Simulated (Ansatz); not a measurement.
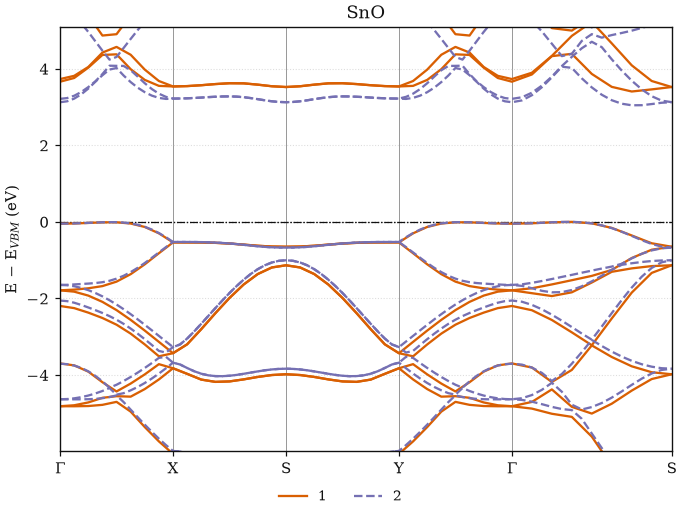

Band structures of SnO (slab), 4 atoms in the cell, by two methods on the same cell. Each is counted from its own valence-band top.

> Which curve is which? The methods: r2SCAN, PBE+D3(BJ).

1 is r2SCAN; 2 is PBE+D3(BJ). r2SCAN gives a gap of 3.41 eV along the path and PBE+D3(BJ) gives a gap of 3.05 eV along the path.

Settings. r2SCAN: DFT r2SCAN, scalar-relativistic, plane waves, PAW, no spin polarisation, 6×6×1 k mesh, 500 eV cutoff, Gaussian smearing of 0.02 eV (Ansatz). PBE+D3(BJ): DFT PBE+D3(BJ), scalar-relativistic, plane waves, PAW, no spin polarisation, 6×6×1 k mesh, 420 eV cutoff, Gaussian smearing of 0.02 eV (Ansatz).

The atoms aren't at rest in this cell (largest force 0.5 eV/Å), so the relaxed material can differ.
